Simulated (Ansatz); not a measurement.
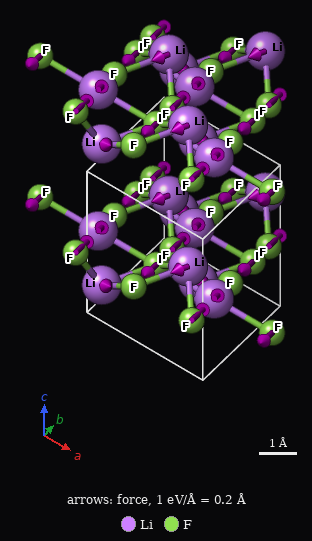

Starting geometry of crystalline LiF (a generated structure, set up in C2) (coarse preliminary run) with the computed forces as purple arrows. The picture is a ball-and-stick view of the conventional cell (2 times the calculation's cell), repeated 1 × 1 × 2 with one cell outlined, seen slightly off an axis. Lengths and directions refer to the drawn axes.

Computed with Ansatz 0.2.0, DFT PBE, scalar-relativistic, plane waves, PAW.

The input:
```yaml
crystal:
  lattice:
    - [1.85650257, -4.33325062, 0.0]
    - [1.85650257, 4.33325062, 0.0]
    - [-1.85650257, 0.0, 3.54665061]
  atoms:
    - { symbol: Li, position: [0.12723423, 0.12723423, 0.25446846] }
    - { symbol: Li, position: [0.87276577, 0.87276577, 0.74553154] }
    - { symbol: Li, position: [0.85413786, 0.14586214, 0.5] }
    - { symbol: F, position: [0.35413786, 0.64586214, 0.5] }
    - { symbol: F, position: [0.14586214, 0.85413786, 0.5] }
    - { symbol: F, position: [0.64586214, 0.35413786, 0.5] }
basis:
  ecutwfc: 420
kpoints:
  mp_grid: { grid: [6, 6, 6] }
hamiltonian:
  xc: pbe
scf:
  occupations: { method: gaussian, width: 0.1 }
  lower_state_search: "off"
output:
  forces: true
  stress: true
  eigenvalues: true
relax:
  adjacent_minimum: "off"
  f_tol: 0.04
  max_steps: 70
  cell: { stress_tol: 0.4 }
```

Command:
```bash
ansatz run input.yaml --threads 1 --pin off --max-ram 2560MiB --backend cpu --events-out ev --progress --plain --runs-dir out
```

### Is this structure relaxed? If not, where do the atoms go?

It isn't relaxed: the largest force vector, on F5, is 8.02 eV/Å. The final displacements follow the starting forces only in part (cosine between the two patterns 0.82). The atom that moves furthest relative to the cell is F5 (1.41 Å along +b). Largest moves by element: F 1.41 Å, Li 0.98 Å. Cell: a 3.713 → 5.149 Å (+38.7 %), b 8.667 → 10.488 Å (+21.0 %), c 4.003 → 3.053 Å (−23.7 %), β 117.6° → 116.4°. Volume +29.4 %. Among the contacts that change: Li1–Li2 2.546 → 4.110 Å, Li1–F5 3.102 → 1.910 Å, Li1–Li3 1.794 → 2.968 Å, Li3–F4 1.857 → 2.679 Å. New bonds form: Li1–F5 (3.10 → 1.91 Å), Li2–F5 (3.10 → 1.91 Å), Li3–F5 (2.53 → 1.85 Å). Bonds break: Li3–F4 (1.86 → 2.68 Å). Among the angles between lasting bonds that change: Li1–F5–Li2 90.4° → 164.0°, F5–Li1–F6 62.3° → 104.2°, F4–Li1–F5 121.9° → 91.8°. The space group stays C2 (No. 5). The energy falls by 10.284 eV per cell of the calculation in 25 accepted moves (30 points after the start). The largest force component goes from 8 to 0.0077 eV/Å. The pressure goes from 37.59 to 0.09 GPa. The line search rejected the trial step at point 14 of the run. The SCF was repeated 4 times at an unchanged geometry on a basis and grid sized afresh for the cell, which shifted the energy by 0.412 eV per cell of the calculation at most. The run took 4.3 min on 1 thread of Arm Neoverse V2, with other jobs on the host, peak memory 0.41 GiB.
